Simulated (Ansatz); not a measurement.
```
Al Cu
1.0
     5.88005    0.00000    0.00000
     0.00000    5.88005    0.00000
     0.00000    0.00000    5.88005
Al Cu
4 12
Direct
  0.00000 0.00000 0.00000
  0.50000 0.50000 0.00000
  0.50000 0.00000 0.50000
  0.00000 0.50000 0.50000
  0.50000 0.00000 0.00000
  0.00000 0.50000 0.00000
  0.00000 0.00000 0.50000
  0.50000 0.50000 0.50000
  0.25000 0.25000 0.25000
  0.75000 0.75000 0.25000
  0.75000 0.25000 0.75000
  0.25000 0.75000 0.75000
  0.75000 0.25000 0.25000
  0.25000 0.75000 0.25000
  0.25000 0.25000 0.75000
  0.75000 0.75000 0.75000
```

Space group Fm-3m; a structure from a database of computed crystals, not necessarily the ambient phase; changed on purpose from its base cell (volume × 1.06); computed pressure about −8 GPa in this cell; computed without spin polarisation.

Level of theory: Ansatz, DFT PBEsol, scalar-relativistic, plane waves, PAW.

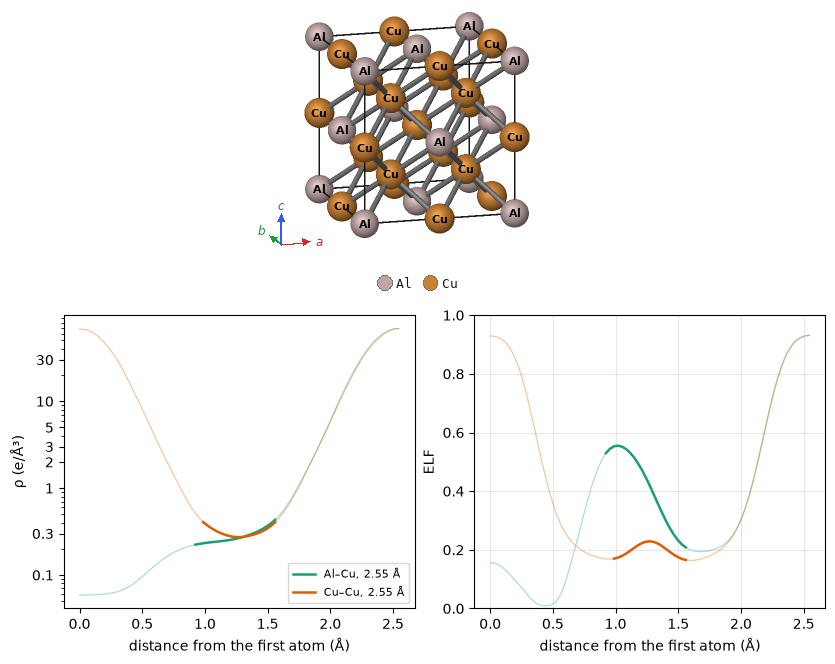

AlCu$_{3}$. Valence pseudo-density and electron localisation function along straight lines between neighbouring atoms. Thin, pale parts lie inside the atomic spheres. The structure is drawn too.

The density is the valence pseudo-density of a PAW calculation; it isn't the true density close to the nuclei.

What can be read from the curves?

Al–Cu (2.55 Å): the density is about 0.27 e/Å³ at the midpoint; the ELF is about 0.40 at the midpoint.
Cu–Cu (2.55 Å): ρ is about 0.27 e/Å³ halfway; the ELF is about 0.25 at the midpoint: no shared electron pair shows on this line.
